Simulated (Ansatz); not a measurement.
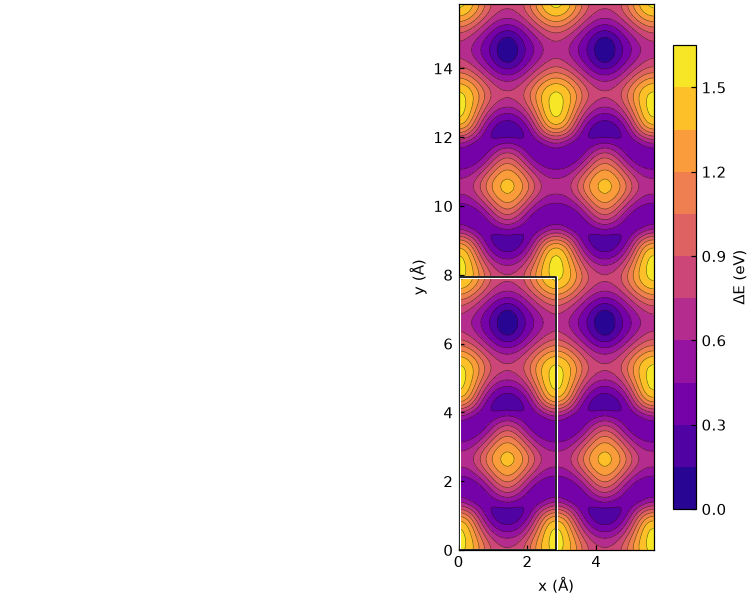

Energy landscape of S on a Ti(110) slab cut from the P6/mmm phase, its upper half relaxed before the scan (9 atoms of substrate and one adsorbate in a 1 × 1 cell). 
- S is moved over the surface cell; relaxed at each place: the height of the adsorbate's atoms; substrate rigid; the origin of the map has the adsorbate above Ti8.
- Places are given modulo a cell vector. The map is drawn in real space over the plane of the surface.
- The scan uses a 6 × 6 grid; 16 points were computed and 20 follow by symmetry.
- Energies are in eV, from the lowest grid point.
- With one adsorbate in each 1 × 1 cell, its nearest image is 2.8 Å away, so neighbouring adsorbates interact.
- All numbers below come from Ansatz, DFT PBE, scalar-relativistic, plane waves, PAW. Settings: cutoff 420 eV, k-mesh 9×4×1, gaussian smearing 0.1 eV, no spin polarisation.

The picture shows filled contours, the outline of one cell of the 2 × 2 shown. Between grid points the surface is interpolated. 

Question: Describe this landscape.

Answer: The lowest grid point is at a fourfold hollow over a second-layer Ti atom, (3/6, 5/6) of the cell vectors. A higher local minimum lies near (2/6, 1/6) of the cell vectors [nearest 2 Ti at 2.33 Å] (0.32 eV above the lowest at that grid point). The highest grid point, the top site over a surface Ti atom, (0/6, 0/6) of the cell vectors, lies 1.53 eV above the lowest. On the interpolated surface the easiest way out of the lowest well to its copy in the next cell or period passes a barrier of about 0.69 eV. At the lowest point the adsorbate has 4 Ti at 2.46 Å as nearest neighbours, at the highest 1 Ti at 2.22 Å. Its relaxed height above the top atom is 1.51 Å at the lowest and 2.22 Å at the highest point.

The whole map (16 points run) took 17 min on 4 threads of Arm Neoverse V1, with other jobs on the host.

PAW datasets: the set soft_1.
